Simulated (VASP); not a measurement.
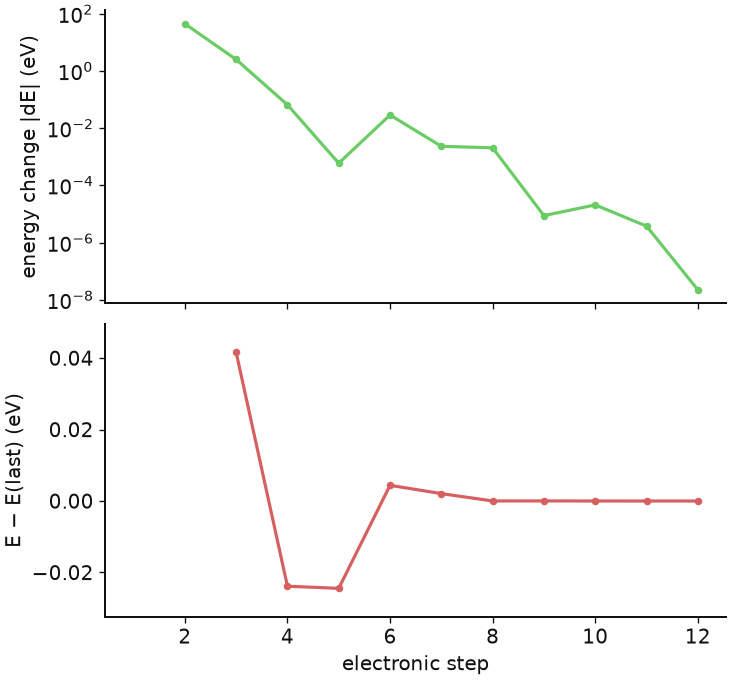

The plot shows the electronic steps of a calculation: energy change |dE|, free energy less its last value. The first two energies lie far off the scale and aren't drawn.

Program: VASP.

INCAR
```
ENCUT = 520.000000
SIGMA = 0.020000
EDIFF = 1.00e-07
GGA = PE
PREC = Accurate
IBRION = -1
ISIF = 2
ISMEAR = -1
NBANDS = 12
NELM = 120
NSW = 0
LASPH = .TRUE.
LCHARG = .FALSE.
LWAVE = .FALSE.
LREAL = .FALSE.
```

KPOINTS
```
KPOINTS created by Atomic Simulation Environment
0
Gamma
8 8 8
0 0 0
```

POSCAR
```
Li Br
 1.0000000000000000
     0.0000000000000000    2.6968278319999999    2.6968278319999999
     2.6968278319999999    0.0000000000000000    2.6968278319999999
     2.6968278319999999    2.6968278319999999    0.0000000000000000
 Li  Br
   1   1
Cartesian
  0.0000000000000000  0.0000000000000000  0.0000000000000000
  2.6968278319999999  2.6968278319999999  2.6968278319999999
```

Question: Did the calculation converge?

Answer: Converged, in 12 steps. The energy change falls unevenly and jumps up by a factor of two or more twice on the way down, most sharply at step 6 (by a factor of about 50). The jump at step 6 comes where the charge density, held fixed for the first 5 steps, starts to be updated.

Question: What is the energy change at the start and at the end?

Answer: It starts near 40 and ends near 2 × 10⁻⁸ eV.
